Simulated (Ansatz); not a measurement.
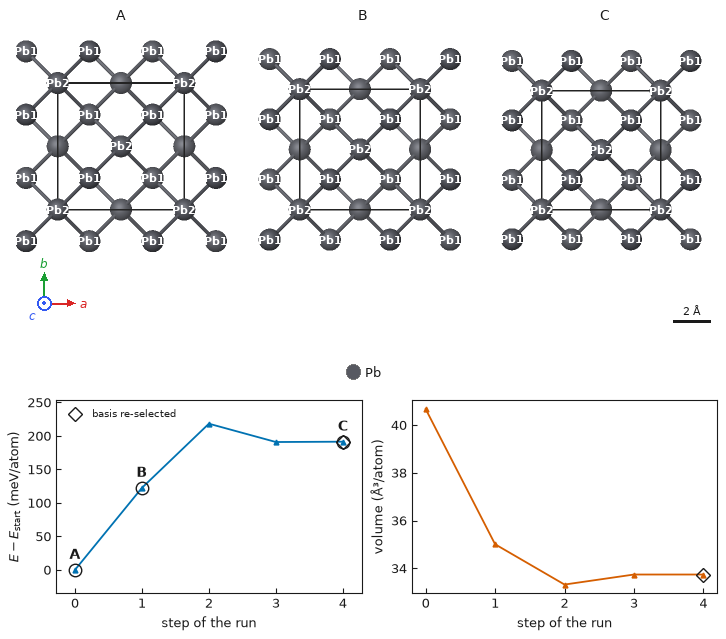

Frames of a relaxation of solid Pb (set up in Fd-3m), marked on the history of the run. A ball-and-stick model of the conventional cell (4 times the calculation's cell), seen along the c axis. Lengths and directions refer to the drawn axes.

The run lets cell and atoms move.

All numbers below come from Ansatz 0.2.0, Kohn-Sham DFT of a periodic cell, PBEsol, Ansatz PAW.

The input:
```yaml
crystal:
  lattice:
    - [0.0, 3.4390000555, 3.4390000555]
    - [3.4390000555, 0.0, 3.4390000555]
    - [3.4390000555, 3.4390000555, 0.0]
  atoms:
    - { symbol: Pb, position: [0.25, 0.25, 0.25] }
    - { symbol: Pb, position: [0.0, 0.0, 0.0] }
hamiltonian:
  xc: pbesol
  pseudopotentials: { kind: paw }
kpoints:
  mp_grid: { grid: [7, 7, 7] }
scf:
  occupations: { method: fermi_dirac, width: 0.05 }
output:
  forces: true
  stress: true
  eigenvalues: true
relax:
  f_tol: 0.01
  max_steps: 40
  cell: { stress_tol: 0.05, p_target: 10.0 }
```

Command:
```bash
ansatz run input.yaml --threads 2 --pin off --max-ram 5632MiB --backend cpu --events-out ev --progress --plain --runs-dir out
```

### Describe the path.

No atom moves by more than 0.005 Å relative to the cell. The drawn cell changes as follows: a = b = c 6.878 → 6.463 Å (−6.0 %); the volume changes by −17.0 %. Among the contacts that change: Pb1–Pb2 2.978 → 2.798 Å. The space group stays Fd-3m (No. 227). The energy rises by 191 meV per atom in 3 accepted moves (4 points after the start). With the target pressure of 10 GPa, the enthalpy E + pV changes by −241 meV per atom. All forces vanish by symmetry, so only the cell relaxes. The pressure goes from 0.45 to 9.96 GPa. At 1 point the geometry stayed and the basis and grid were re-selected for the new cell (energy shift of 0.5 meV per atom at most each time). Cost: 4.8 s on 2 threads of Intel(R) Xeon(R) Platinum 8259CL CPU @ 2.50GHz (Skylake/Cascade Lake) (shared host), peak memory 0.42 GiB. From step 0 to 1: volume −13.9 %, energy +122 meV per atom. From step 1 to 4: volume −3.6 %, energy +69.0 meV per atom.

```tsv
step	E − E(0), meV/atom	pressure, GPa	volume, Å³/atom	note
0	0.00	0.45	40.672	
1	122.48	7.45	35.009	
2	218.31	10.93	33.321	
3	190.96	9.98	33.741	
4	191.45	9.96	33.741	same geometry, new basis
```
